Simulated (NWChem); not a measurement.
# doublet [C4H6]+ at 5 levels

Wanted: a comparison of 5 runs (UHF/STO-3G, UHF/3-21G, UB3LYP/6-31G*, UMP3/def2-SVP) of doublet [C4H6]+. 

The calculation is run with NWChem 7.3.0.

44 further runs of the same task are left out: 44 set aside as unsound or not needed.

**1. Starting point**

[C4H6]+ has 10 atoms, charge +1, and is taken as a doublet. As SMILES of the parent species, `C1=CCC1`. The shape is that of a PBE0-D4/def2-TZVP optimisation. That shape belongs to the parent species and isn't relaxed for this state.

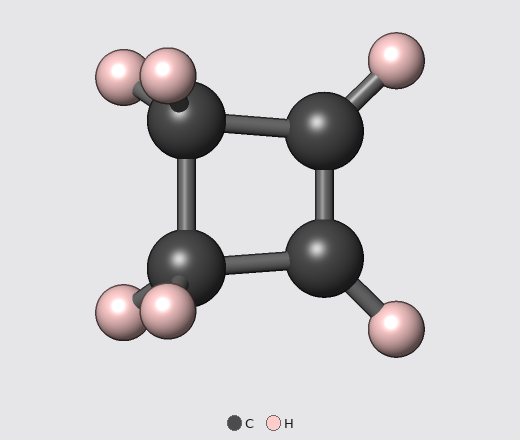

Viewed from a chosen angle; carbon dark grey, hydrogen pink.

**2. The energy at UHF/STO-3G (run 1)**

geom.nw

```
echo
start geom
memory total 2200 mb
charge 1

geometry units angstrom noautosym nocenter noautoz
  C     -0.330000     1.010500    -0.386400
  C     -1.095000     0.121800     0.249600
  C      0.015700    -0.884200     0.415100
  C      0.909300     0.154000    -0.327900
  H     -0.516400     1.994800    -0.800900
  H     -2.137500     0.111500     0.547000
  H     -0.118800    -1.833400    -0.110700
  H      0.317500    -1.095900     1.444600
  H      1.737300     0.553600     0.264000
  H      1.301000    -0.184000    -1.291300
end

basis spherical bse
  * library STO-3G
end

scf
  doublet
  uhf
  thresh 1e-08
  maxiter 80
  noprint "final vectors analysis"
end

task scf energy
```

The run is started by

```console
$ nwchem geom.nw > geom.out
```

Log:

```text
[...]
  functions       =    26
[...]
  wavefunction    = UHF
[...]
         Total SCF energy =   -152.785265767308
      One electron energy =   -422.667359110944
      Two electron energy =    156.187149350478
 Nuclear repulsion energy =    113.694943993158
                       Sz =      0.5000
                 Sz(Sz+1) =      0.7500
                      S^2 =      0.7559
[...]
```

It took 2.1 s on 1 thread of AMD EPYC 7R13 (Zen 3), shared host; peak memory 0.099 GiB.

**3. A single-point energy at UHF/3-21G (run 2)**

input.xyz

```xyz
10

C     -0.330000     1.010500    -0.386400
C     -1.095000     0.121800     0.249600
C      0.015700    -0.884200     0.415100
C      0.909300     0.154000    -0.327900
H     -0.516400     1.994800    -0.800900
H     -2.137500     0.111500     0.547000
H     -0.118800    -1.833400    -0.110700
H      0.317500    -1.095900     1.444600
H      1.737300     0.553600     0.264000
H      1.301000    -0.184000    -1.291300
```

input.nw

```
start input
memory total 2200 mb
charge 1

geometry units angstrom noautosym nocenter noautoz
  load input.xyz
end

basis spherical bse
  * library 3-21G
end

scf
  doublet
  uhf
  thresh 1e-08
  maxiter 80
  print medium
end

task scf energy
```

The run is started by

```console
$ nwchem input.nw > input.out
```

Log:

```text
[...]
  functions       =    48
[...]
  wavefunction    = UHF
[...]
         Total SCF energy =   -153.722907735518
      One electron energy =   -423.526495782912
      Two electron energy =    156.108644054236
 Nuclear repulsion energy =    113.694943993158
                       Sz =      0.5000
                 Sz(Sz+1) =      0.7500
                      S^2 =      0.7556
[...]
```

Wall time 2.3 s (1 thread of AMD EPYC 7R13 (Zen 3), shared host); peak memory 0.099 GiB.

Run 3 isn't shown in full; the table further down has it.

**4. A single-point energy at UB3LYP/6-31G(d) (Cartesian functions) (run 4)**

a.nw

```
start a
memory stack 880 mb heap 220 mb global 1100 mb
charge 1

geometry noautosym nocenter noautoz
   C       -0.330000       1.010500      -0.386400
   C       -1.095000       0.121800       0.249600
   C        0.015700      -0.884200       0.415100
   C        0.909300       0.154000      -0.327900
   H       -0.516400       1.994800      -0.800900
   H       -2.137500       0.111500       0.547000
   H       -0.118800      -1.833400      -0.110700
   H        0.317500      -1.095900       1.444600
   H        1.737300       0.553600       0.264000
   H        1.301000      -0.184000      -1.291300
end

basis
   * library 6-31G*
end

dft
   xc b3lyp
   mult 2
   grid xfine
   convergence energy 1e-08
   iterations 100
   mulliken
end

task dft
```

The run is started by

```console
$ nwchem a.nw > a.out
```

Log:

```text
[...]
          Wavefunction type:  spin polarized.
          No. of atoms     :    10
          No. of electrons :    29
[...]
          Charge           :     1
          Spin multiplicity:     2
[...]
          AO basis - number of functions:    72
[...]
              XC Information
              --------------
                         B3LYP Method XC Potential
                     Hartree-Fock (Exact) Exchange  0.200
                        Slater Exchange Functional  0.800 local
                    Becke 1988 Exchange Functional  0.720 non-local
              Lee-Yang-Parr Correlation Functional  0.810
                  VWN I RPA Correlation Functional  0.190 local
[...]
 d= 0,ls=0.0,diis     1   -155.5551183768 -2.69D+02  6.68D-03  2.30D-01     4.8
[...]
 d= 0,ls=0.0,diis     9   -155.6320247515 -6.54D-09  1.33D-06  6.54D-09    41.0
[...]
         Total DFT energy =     -155.632024751491
      One electron energy =     -425.564754766697
           Coulomb energy =      179.863944426468
    Exchange-Corr. energy =      -23.626158404420
 Nuclear repulsion energy =      113.694943993158
[...]
      Total Density - Mulliken Population Analysis
     ---------------------------------------------
    Atom       Charge   Shell Charges
 -----------   ------   -------------------------------------------------------
    1 C    6     5.95   1.99  0.76  1.97  0.60  0.62  0.02
    2 C    6     5.95   1.99  0.76  1.97  0.60  0.62  0.02
    3 C    6     6.36   1.99  0.69  2.12  0.64  0.89  0.03
    4 C    6     6.36   1.99  0.69  2.12  0.64  0.89  0.03
    5 H    1     0.73   0.51  0.22
    6 H    1     0.73   0.51  0.22
    7 H    1     0.73   0.51  0.22
    8 H    1     0.73   0.51  0.22
    9 H    1     0.73   0.51  0.22
   10 H    1     0.73   0.51  0.22
[...]
      <S2> =      0.7522 (Exact =     0.7500)
[...]
```

Run time: 42 s. Hardware: 1 thread of AMD EPYC 7R13 (Zen 3), shared host; peak memory 0.14 GiB.

**5. The energy at UMP3/def2-SVP (run 5)**

c4h6.nw

```
start c4h6
title "C4H6"
memory stack 330 mb heap 110 mb global 1760 mb
charge 1

geometry units au noautosym nocenter noautoz
  C   -0.62360962   1.90956825  -0.73019017
  C   -2.06925011   0.23016864   0.47167564
  C    0.02966870  -1.67089584   0.78442531
  C    1.71832797   0.29101782  -0.61964120
  H   -0.97585457   3.76962567  -1.51348165
  H   -4.03928959   0.21070446   1.03368019
  H   -0.22449946  -3.46462388  -0.20919268
  H    0.59998804  -2.07095086   2.72989836
  H    3.28302120   1.04615238   0.49888770
  H    2.45853369  -0.34770961  -2.44020334
end

basis spherical bse
  * library def2-SVP
end

scf
  nopen 1
  uhf
  thresh 1e-08
  maxiter 80
end

tce
  scf
  mbpt3
  freeze core 4
  maxiter 60
end

task tce energy
```

The run is started by

```console
$ nwchem c4h6.nw > c4h6.out
```

Log:

```text
[...]
  functions       =    86
[...]
  wavefunction    = UHF
[...]
         Total SCF energy =   -154.484669069807
      One electron energy =   -424.798067880909
      Two electron energy =    156.618463048809
 Nuclear repulsion energy =    113.694935762293
                       Sz =      0.5000
                 Sz(Sz+1) =      0.7500
                      S^2 =      0.7559
[...]
         Wavefunction type : Unrestricted Hartree-Fock
          No. of electrons :    29
[...]
         Spin multiplicity : doublet
[...]
```

Wall time 33 s (1 thread of AMD EPYC 7R13 (Zen 3), shared host); peak memory 1.6 GiB.

**6. The series**

```tsv
run	level	iteration cap	module	energy (Eh)	⟨S²⟩	wall time
1	UHF/STO-3G	80	scf	-152.785266	0.756	2.1 s
2	UHF/3-21G	80	scf	-153.722908	0.756	2.3 s
3	UB3LYP/6-31G* (spherical functions)	100	dft	-155.629095	0.752	38 s
4	UB3LYP/6-31G* (Cartesian functions)	100	dft	-155.632025	0.752	42 s
5	UMP3/def2-SVP	80	tce	-155.016659	0.756	33 s
```

**7. Outcome**

| quantity | value |
| --- | --- |
| run 5: total energy | -155.01666 Eh |
| run 5: HOMO energy (Hartree–Fock orbitals) (highest over α and β) | -18.46 eV |
| run 5: LUMO energy (Hartree–Fock orbitals) (lowest over α and β) | -6.95 eV |
| run 5: correlation energy (4 core orbitals frozen) | -532.0 mEh |
| run 5: ⟨S²⟩ of the reference determinant | 0.756 |

In run 1 the basis is minimal, so the values are rough. All runs together took 2 min, the longest 42 s.
